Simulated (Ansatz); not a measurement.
The calculation's input:

```
crystal:
  lattice:
    - [0.0, 2.1337704597, 2.2566756382]
    - [2.1337704597, 0.0, 2.2566756382]
    - [2.1337704597, 2.1337704597, 0.0]
  atoms:
    - { symbol: Zn, position: [0.0, 0.0, 0.0] }
    - { symbol: O, position: [0.5, 0.5, 0.5] }
kpoints:
  mp_grid: { grid: [10, 10, 10] }
  band_path:
    path:
      - [0.0, 0.0, 0.0]
      - [0.5, 0.0, 0.5]
      - [0.625, 0.25, 0.625]
      - [0.375, 0.375, 0.75]
      - [0.5, 0.5, 0.5]
      - [0.5, 0.25, 0.75]
    npoints: 1
hamiltonian:
  xc: pbe
scf:
  occupations: { method: fermi_dirac, width: 0.02 }
  n_extra_bands: 4
output:
  forces: true
  stress: true
  eigenvalues: true
  write_density: true
  write_potential: true
  elf: true
  volumetric_format: npy
```

Run with:

```sh
ansatz run input.yaml --threads 4 --pin off --max-ram 3686MiB --backend cpu --events-out ev --progress --plain --runs-dir out
```

Below, planes, directions and counts refer to the conventional cell (a = 3.02 Å, b = 3.02 Å, c = 4.51 Å, α = 90.00°, β = 90.00°, γ = 90.00°).

Space group I4/mmm; started from the rocksalt prototype, which need not be the ambient phase; changed on purpose from its base cell (uniaxial z strain +5.8%).

Level of theory: DFT, PBE, plane waves, PAW in Ansatz 0.2.0.

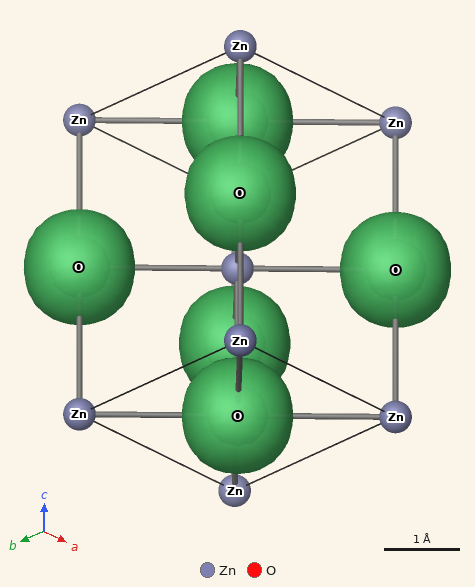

ZnO. Isosurface of the electron localisation function at 0.75 (green), seen at an oblique angle. Core shells and regions of very low density are left out. Sticks mark near contacts.

**Describe the localisation domains.**

The surface consists of two regions wrapped around O (the valence shell of each), counted in one cell of 4 atoms. Any copies at cell faces, edges or corners count once. Along the contacts the grid gives the following. Zn–O (2.13 Å): the ELF peaks at about 0.80 in the valence shell of O, 0.6 Å from its nucleus, and is about 0.20 at the midpoint; no shared electron pair shows on this line. Zn–O (2.26 Å): the ELF peaks at about 0.80 in the valence shell of O, 0.6 Å from its nucleus, and drops to about 0.10 between the two atoms: no localised pair shows between them.
